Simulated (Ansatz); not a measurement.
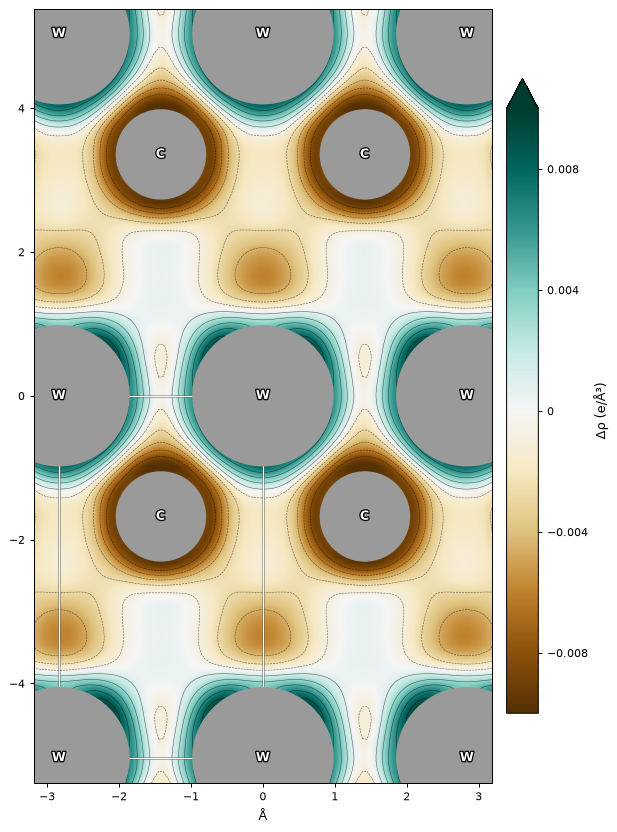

WC: difference of two self-consistent densities at the same geometry, ρ(LDA) − ρ(PBE), on the (110) plane of the conventional cell. Grey discs cover the cores, where the PAW densities can't be compared. Cores are masked to 1.0 Å (W) and 0.6 Å (C).

Space group P-6m2. Spin-orbit coupling, left out here, splits and shifts the levels of such heavy elements, by tenths of an eV up to several eV.

Both runs: Ansatz, scalar-relativistic, plane waves and PAW, same cutoff, k-points and PAW files (made with PBE).

**What differs between the two levels of theory?**

Against PBE, and outside the masked cores, the largest gain lies at the edge of the masked core of W, and the largest loss lies at the edge of the masked core of C.
- Bader charges are W +1.42 and C −1.42 e with PBE and W +1.35 and C −1.35 e with LDA.
- At this volume the pressure is 5 GPa with PBE and −10 GPa with LDA.
